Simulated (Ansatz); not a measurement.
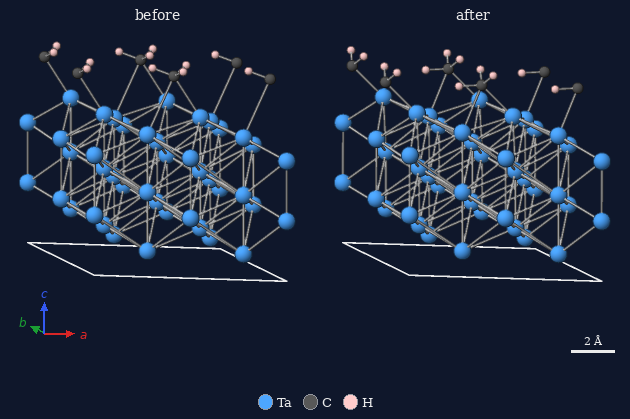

The structure of a slab of composition Ta8H3C (cut from the Im-3m phase) before (left) and after (right) a constrained relaxation, at one scale.

The picture is a ball-and-stick view of the 2 × 2 repeat of the cell, outlined in the plane, without the vacuum, seen slightly off an axis.

Case: CH3 put at a bridge Ta-Ta site. The slab is the (1 1 1) face of Ta with CH3 on it. 4 atoms are held fixed.

Method: Ansatz, DFT PBEsol, scalar-relativistic, plane waves, PAW. Set-up: plane-wave cutoff 420 eV; k-point mesh 6 × 6 × 1; occupations gaussian; smearing width 0.1 eV; no spin polarisation; dipole correction; atoms relaxed in a fixed cell; force threshold 0.03 eV/Å; at most 70 steps.

Summarise the run.

Answer. An H atom moves most: 1.05 Å at 42° to the normal (−c side). By element the largest moves are H 1.05 Å, C 0.55 Å, Ta 0.14 Å. The cell doesn't change. Near-neighbour distances that change, for instance: C–Ta 3.056 → 2.437 Å, C–Ta 2.474 → 2.255 Å, Ta–Ta 3.064 → 3.225 Å, Ta–Ta 2.760 → 2.634 Å. Bond angles that change, for instance: Ta–C–H 86.1° → 67.0°, Ta–C–H 82.7° → 101.7°, Ta–C–H 110.3° → 125.6°. Over 11 geometry steps the energy falls by 0.626 eV per cell of the calculation. Largest force component: 1.8 eV/Å at the start, 0.027 eV/Å at the end.

Limits of the set-up: the periodic images lie only 4.6 Å apart, so the values are limited by the cell's size.
